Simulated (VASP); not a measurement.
**Band-structure calculation, with input and output: InP**

- system: InP (F-43m, 2 atoms in the cell)
- method: DFT, HSE06, plane waves, PAW (VASP 6.6.1)

The structure was built on a prototype by a generator. The geometry comes from this level: r2SCAN.

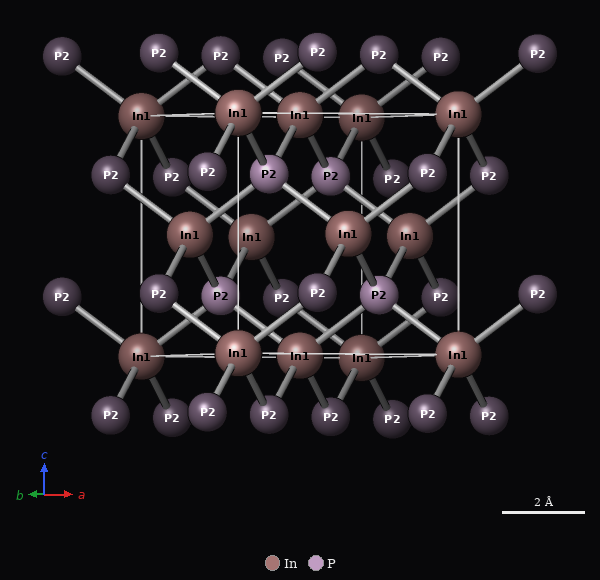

*The structure (ball-and-stick view of the cell 4 times as large as that of the calculation, set on its symmetry axes, seen at an oblique angle; neighbours outside the cell are drawn fainter; atoms are numbered from 1 in the order of the input).*

Near neighbours in the crystal (not all of them lie inside the picture): In has 4 P at 2.56 Å; P has 4 In at 2.56 Å.

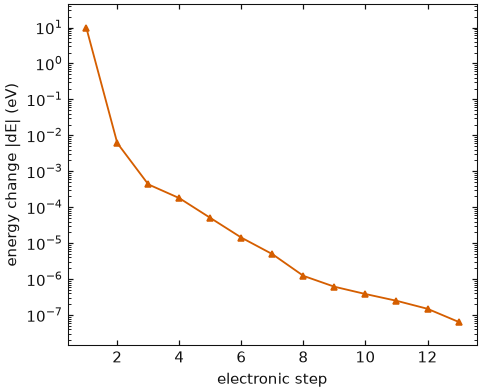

*Convergence of the self-consistent field: energy change |dE| against the electronic step.*

It takes 13 electronic steps.

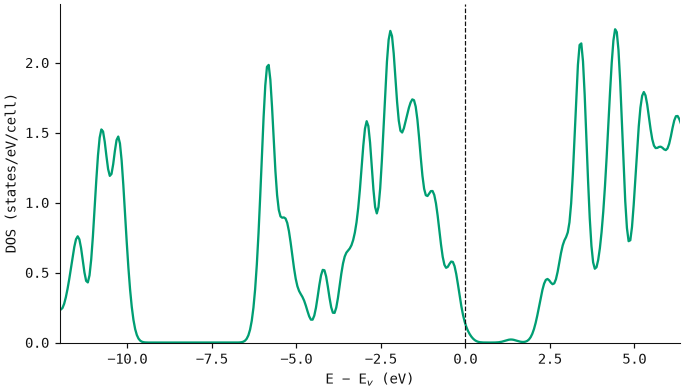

*Density of states (the curve is built from the levels of the k mesh with Gaussians 0.4 eV wide, which also blur the band edges), with energies from the valence-band top.*

There is a gap of 1.35 eV on the k-point mesh. Small ripples come from the finite k-point mesh.

The input and output of the run follow.

INCAR
```
AEXX = 0.250000
ENCUT = 520.000000
HFSCREEN = 0.207900
SIGMA = 0.010000
EDIFF = 1.00e-07
ALGO = Normal
GGA = PE
PREC = Accurate
PRECFOCK = Fast
IBRION = -1
ISIF = 2
ISMEAR = 0
ISTART = 1
NBANDS = 16
NELM = 120
NSW = 0
LASPH = .TRUE.
LCHARG = .FALSE.
LHFCALC = .TRUE.
LWAVE = .FALSE.
LREAL = .FALSE.
```

KPOINTS
```
KPOINTS created by Atomic Simulation Environment
0
Gamma
6 6 6
0 0 0
```

KPOINTS_OPT
```
special points
6
Reciprocal
0.0000000000 0.0000000000 0.0000000000 1
0.5000000000 0.0000000000 0.5000000000 1
0.5000000000 0.2500000000 0.7500000000 1
0.3750000000 0.3750000000 0.7500000000 1
0.5000000000 0.5000000000 0.5000000000 1
0.6250000000 0.2500000000 0.6250000000 1
```

POSCAR
```
In P
 1.0000000000000000
     0.0000000000000000    2.9537876444616966    2.9537876444616966
     2.9537876444616966    0.0000000000000000    2.9537876444616966
     2.9537876444616966    2.9537876444616966    0.0000000000000000
 In  P
   1   1
Cartesian
  0.0000000000000000  0.0000000000000000 -0.0000000000000000
  1.4768938222308481  1.4768938222308481  1.4768938222308481
```

Run as:
```bash
mpirun -np 1 vasp_std
```

OSZICAR
```
N       E                     dE             d eps       ncg     rms          rms(c)
DAV:   1    -0.998061738112E+01   -0.99806E+01   -0.34845E-01   688   0.767E+00    0.350E+00
DAV:   2    -0.998670139625E+01   -0.60840E-02   -0.34828E-02   744   0.156E+00    0.363E+00
DAV:   3    -0.998626926139E+01    0.43213E-03   -0.13540E-03   752   0.524E-01    0.241E+00
DAV:   4    -0.998609030176E+01    0.17896E-03   -0.19919E-04   784   0.177E-01    0.153E+00
DAV:   5    -0.998603989095E+01    0.50411E-04   -0.41398E-05   720   0.702E-02    0.928E-01
DAV:   6    -0.998602561941E+01    0.14272E-04   -0.10367E-05   720   0.343E-02    0.562E-01
DAV:   7    -0.998602066871E+01    0.49507E-05   -0.22549E-06   640   0.171E-02    0.340E-01
DAV:   8    -0.998601943649E+01    0.12322E-05   -0.84358E-07   656   0.910E-03    0.205E-01
DAV:   9    -0.998601882217E+01    0.61432E-06   -0.27797E-07   608   0.475E-03    0.123E-01
DAV:  10    -0.998601843728E+01    0.38489E-06   -0.97394E-08   448   0.284E-03    0.737E-02
DAV:  11    -0.998601868709E+01   -0.24981E-06   -0.58776E-08   328   0.218E-03    0.444E-02
DAV:  12    -0.998601883656E+01   -0.14946E-06   -0.21201E-08   304   0.132E-03    0.269E-02
DAV:  13    -0.998601890129E+01   -0.64730E-07   -0.94877E-09   280   0.887E-04
   1 F= -.99860189E+01 E0= -.99860189E+01  d E =-.215325E-33
       N       E                     dE             ncg
DAV:   1     0.316623209846E+03   -0.29980E+04      208
DAV:   2    -0.467670474752E+03   -0.78429E+03      232
DAV:   3    -0.520103114169E+03   -0.52433E+02      216
DAV:   4    -0.521636091851E+03   -0.15330E+01      280
DAV:   5    -0.521696148056E+03   -0.60056E-01      328
DAV:   6    -0.521696946720E+03   -0.79866E-03      296
DAV:   7    -0.521696969054E+03   -0.22334E-04      328
DAV:   8    -0.521696969301E+03   -0.24766E-06      288
DAV:   9    -0.521696969306E+03   -0.44834E-08      224
```

Parts of OUTCAR
```
k-points           NKPTS =     16   k-points in BZ     NKDIM =    216   number of bands    NBANDS=     16

   NELECT =      18.0000    total number of electrons

   dimension x,y,z NGX =    32 NGY =   32 NGZ =   32
   dimension x,y,z NGXF=    64 NGYF=   64 NGZF=   64

  energy-cutoff  :      520.00
  volume of cell :       51.54
      direct lattice vectors                 reciprocal lattice vectors
     0.000000000  2.953787644  2.953787644    -0.169274186  0.169274186  0.169274186
     2.953787644  0.000000000  2.953787644     0.169274186 -0.169274186  0.169274186
     2.953787644  2.953787644  0.000000000     0.169274186  0.169274186 -0.169274186

 k-points in reciprocal lattice and weights: KPOINTS created by Atomic Simulation Env
   0.00000000  0.00000000  0.00000000       0.005
   0.16666667  0.00000000  0.00000000       0.037
   0.33333333  0.00000000  0.00000000       0.037
   0.50000000  0.00000000  0.00000000       0.019
   0.16666667  0.16666667  0.00000000       0.028
   0.33333333  0.16666667  0.00000000       0.111
   0.50000000  0.16666667  0.00000000       0.111
  -0.33333333  0.16666667  0.00000000       0.111
  -0.16666667  0.16666667  0.00000000       0.056
   0.33333333  0.33333333  0.00000000       0.028
   0.50000000  0.33333333  0.00000000       0.111
  -0.33333333  0.33333333  0.00000000       0.056
   0.50000000  0.50000000  0.00000000       0.014
   0.50000000  0.33333333  0.16666667       0.111
  -0.33333333  0.33333333  0.16666667       0.111
  -0.33333333  0.50000000  0.16666667       0.056

 E-fermi :   4.5971

 k-point     1 :       0.0000    0.0000    0.0000
  band No.  band energies     occupation
      1     -11.3302      2.00000
      2     -11.3302      2.00000
      3     -11.3302      2.00000
      4     -11.1802      2.00000
      5     -11.1802      2.00000
      6      -8.0576      2.00000
      7       4.5146      2.00000
      8       4.5146      2.00000
      9       4.5146      2.00000
     10       5.8680      0.00000
     11       9.4280      0.00000
     12       9.4280      0.00000
     13       9.4280      0.00000
     14      13.9744      0.00000
     15      14.9682      0.00000
     16      14.9682      0.00000

 k-point     2 :       0.1667    0.0000    0.0000
  band No.  band energies     occupation
      1     -11.3576      2.00000
      2     -11.3186      2.00000
      3     -11.3186      2.00000
      4     -11.1799      2.00000
      5     -11.1799      2.00000
      6      -7.7298      2.00000
      7       2.2597      2.00000
      8       4.1998      2.00000
      9       4.1998      2.00000
     10       6.9954      0.00000
     11       9.8082      0.00000
     12       9.8892      0.00000
     13       9.8892      0.00000
     14      14.0695      0.00000
     15      14.0695      0.00000
     16      14.8930      0.00000

 k-point     3 :       0.3333    0.0000    0.0000
  band No.  band energies     occupation
      1     -11.4096      2.00000
      2     -11.2996      2.00000
      3     -11.2996      2.00000
      4     -11.1745      2.00000
      5     -11.1745      2.00000
      6      -6.8855      2.00000
      7      -0.3457      2.00000
      8       3.6998      2.00000
      9       3.6998      2.00000
     10       6.8707      0.00000
     11      10.2346      0.00000
     12      10.2346      0.00000
     13      11.6818      0.00000
     14      14.2783      0.00000
     15      14.5993      0.00000
     16      14.5993      0.00000

 k-point     4 :       0.5000    0.0000    0.0000
  band No.  band energies     occupation
      1     -11.4343      2.00000
      2     -11.2929      2.00000
      3     -11.2929      2.00000
      4     -11.1689      2.00000
      5     -11.1689      2.00000
      6      -6.2661      2.00000
      7      -1.5980      2.00000
      8       3.4904      2.00000
      9       3.4904      2.00000
     10       6.7043      0.00000
     11      10.1611      0.00000
     12      10.1611      0.00000
     13      12.4983      0.00000
     14      14.9651      0.00000
     15      16.2824      0.00000
     16      16.2824      0.00000

 k-point     5 :       0.1667    0.1667    0.0000
  band No.  band energies     occupation
      1     -11.3785      2.00000
      2     -11.3066      2.00000
      3     -11.3066      2.00000
      4     -11.1899      2.00000
      5     -11.1725      2.00000
      6      -7.6214      2.00000
      7       2.3039      2.00000
      8       3.6710      2.00000
      9       3.6710      2.00000
     10       7.8731      0.00000
     11       8.3871      0.00000
     12      10.6819      0.00000
     13      10.6819      0.00000
     14      12.6253      0.00000
     15      15.2462      0.00000
     16      15.9757      0.00000

 k-point     6 :       0.3333    0.1667    0.0000
  band No.  band energies     occupation
      1     -11.4197      2.00000
      2     -11.2896      2.00000
      3     -11.2849      2.00000
      4     -11.1942      2.00000
      5     -11.1659      2.00000
      6      -6.9390      2.00000
      7       0.3185      2.00000
      8       2.9702      2.00000
      9       3.1417      2.00000
     10       7.9684      0.00000
     11       9.0622      0.00000
     12      10.8765      0.00000
     13      11.3806      0.00000
     14      13.5589      0.00000
     15      15.5381      0.00000
     16      16.2117      0.00000

 k-point     7 :       0.5000    0.1667    0.0000
  band No.  band energies     occupation
      1     -11.4430      2.00000
      2     -11.2848      2.00000
      3     -11.2763      2.00000
      4     -11.1844      2.00000
      5     -11.1658      2.00000
      6      -6.1398      2.00000
      7      -1.3189      2.00000
      8       2.2645      2.00000
      9       3.0527      2.00000
     10       7.8288      0.00000
     11       9.7167      0.00000
     12      11.1220      0.00000
     13      12.0340      0.00000
     14      14.7811      0.00000
     15      16.3396      0.00000
     16      16.4956      0.00000

 k-point     8 :      -0.3333    0.1667    0.0000
  band No.  band energies     occupation
      1     -11.4318      2.00000
      2     -11.2877      2.00000
      3     -11.2838      2.00000
      4     -11.1780      2.00000
      5     -11.1741      2.00000
      6      -6.3621      2.00000
      7      -0.9096      2.00000
      8       2.0705      2.00000
      9       3.4500      2.00000
     10       7.9784      0.00000
     11       9.9544      0.00000
     12      10.7720      0.00000
     13      11.8046      0.00000
     14      14.1027      0.00000
     15      15.5439      0.00000
     16      16.6913      0.00000

 k-point     9 :      -0.1667    0.1667    0.0000
  band No.  band energies     occupation
      1     -11.3935      2.00000
      2     -11.3050      2.00000
      3     -11.2989      2.00000
      4     -11.1849      2.00000
      5     -11.1737      2.00000
      6      -7.2224      2.00000
      7       0.9143      2.00000
      8       2.7603      2.00000
      9       4.0505      2.00000
     10       7.9660      0.00000
     11       9.7438      0.00000
     12      10.2086      0.00000
     13      10.6424      0.00000
     14      13.1451      0.00000
     15      14.9628      0.00000
     16      16.4398      0.00000

 k-point    10 :       0.3333    0.3333    0.0000
  band No.  band energies     occupation
      1     -11.4616      2.00000
      2     -11.2578      2.00000
      3     -11.2578      2.00000
      4     -11.2133      2.00000
      5     -11.1570      2.00000
      6      -6.4832      2.00000
      7      -0.2292      2.00000
      8       2.5144      2.00000
      9       2.5144      2.00000
     10       7.2490      0.00000
     11       8.1100      0.00000
     12      13.0849      0.00000
     13      13.1224      0.00000
     14      13.1224      0.00000
     15      15.9621      0.00000
     16      18.8562      0.00000

 k-point    11 :       0.5000    0.3333    0.0000
  band No.  band energies     occupation
      1     -11.4771      2.00000
      2     -11.2537      2.00000
      3     -11.2457      2.00000
      4     -11.2119      2.00000
      5     -11.1564      2.00000
      6      -5.8093      2.00000
      7      -1.2454      2.00000
      8       1.5879      2.00000
      9       2.3541      2.00000
     10       7.4429      0.00000
     11       8.7272      0.00000
     12      12.6350      0.00000
     13      13.3197      0.00000
     14      15.1237      0.00000
     15      16.5362      0.00000
     16      17.6725      0.00000

 k-point    12 :      -0.3333    0.3333    0.0000
  band No.  band energies     occupation
      1     -11.4588      2.00000
      2     -11.2715      2.00000
      3     -11.2562      2.00000
      4     -11.1932      2.00000
      5     -11.1697      2.00000
      6      -5.7383      2.00000
      7      -1.3081      2.00000
      8       0.9467      2.00000
      9       2.7563      2.00000
     10       7.8514      0.00000
     11      10.5223      0.00000
     12      12.2948      0.00000
     13      12.4588      0.00000
     14      13.4378      0.00000
     15      14.7083      0.00000
     16      18.7427      0.00000

 k-point    13 :       0.5000    0.5000    0.0000
  band No.  band energies     occupation
      1     -11.4986      2.00000
      2     -11.2325      2.00000
      3     -11.2325      2.00000
      4     -11.2263      2.00000
      5     -11.1492      2.00000
      6      -5.5823      2.00000
      7      -1.6172      2.00000
      8       2.0599      2.00000
      9       2.0599      2.00000
     10       6.9167      0.00000
     11       7.5025      0.00000
     12      14.7706      0.00000
     13      15.2497      0.00000
     14      15.2497      0.00000
     15      16.4717      0.00000
     16      17.4330      0.00000

 k-point    14 :       0.5000    0.3333    0.1667
  band No.  band energies     occupation
      1     -11.4488      2.00000
      2     -11.2782      2.00000
      3     -11.2619      2.00000
      4     -11.1980      2.00000
      5     -11.1642      2.00000
      6      -6.2276      2.00000
      7      -0.6935      2.00000
      8       1.6806      2.00000
      9       2.7228      2.00000
     10       8.8543      0.00000
     11       9.0934      0.00000
     12      10.3870      0.00000
     13      13.0027      0.00000
     14      13.8333      0.00000
     15      16.6839      0.00000
     16      17.4284      0.00000

 k-point    15 :      -0.3333    0.3333    0.1667
  band No.  band energies     occupation
      1     -11.4578      2.00000
      2     -11.2783      2.00000
      3     -11.2517      2.00000
      4     -11.1931      2.00000
      5     -11.1686      2.00000
      6      -5.7374      2.00000
      7      -1.3530      2.00000
      8       1.2597      2.00000
      9       2.3392      2.00000
     10       8.9684      0.00000
     11       9.5679      0.00000
     12      11.1386      0.00000
     13      12.8279      0.00000
     14      13.7330      0.00000
     15      16.6484      0.00000
     16      17.2493      0.00000

 k-point    16 :      -0.3333    0.5000    0.1667
  band No.  band energies     occupation
      1     -11.4762      2.00000
      2     -11.2617      2.00000
      3     -11.2387      2.00000
      4     -11.2068      2.00000
      5     -11.1610      2.00000
      6      -5.5273      2.00000
      7      -1.4883      2.00000
      8       1.5488      2.00000
      9       1.6050      2.00000
     10       8.4976      0.00000
     11       8.9539      0.00000
     12      12.2398      0.00000
     13      12.5253      0.00000
     14      15.7306      0.00000
     15      16.9466      0.00000
     16      17.6269      0.00000

  Total       -0.0970878     -0.0970878     -0.0970878      0.0000000      0.0000000      0.0000000
  in kB       -3.0179170     -3.0179170     -3.0179170      0.0000000      0.0000000      0.0000000
  external PRESSURE =      -3.0179170 kB  Pullay stress =       0.0000000 kB

 POSITION                                       TOTAL-FORCE (eV/Angst)
 -----------------------------------------------------------------------------------
      0.00000      0.00000      0.00000         0.000000      0.000000      0.000000
      1.47689      1.47689      1.47689        -0.000000     -0.000000     -0.000000
 -----------------------------------------------------------------------------------
    total drift:                                0.000009      0.000010      0.000006

  FREE ENERGIE OF THE ION-ELECTRON SYSTEM (eV)
  ---------------------------------------------------
  free  energy   TOTEN  =        -9.9860189013 eV

  energy  without entropy=       -9.9860189013  energy(sigma->0) =       -9.98601890
```

Summary

- outcome: converged
- space group (tolerance 0.01 Å): F-43m (216)
- electrons treated: 18
- free energy: −9.9860 eV
- Fermi energy: 4.597 eV
- band gap: 1.35 eV
- pressure: −0.30 GPa
- largest force (length of the vector): under 0.001 eV/Å
- hardware: 1 CPU thread, shared host
- wall time: 20 min
- peak memory: 0.32 GiB
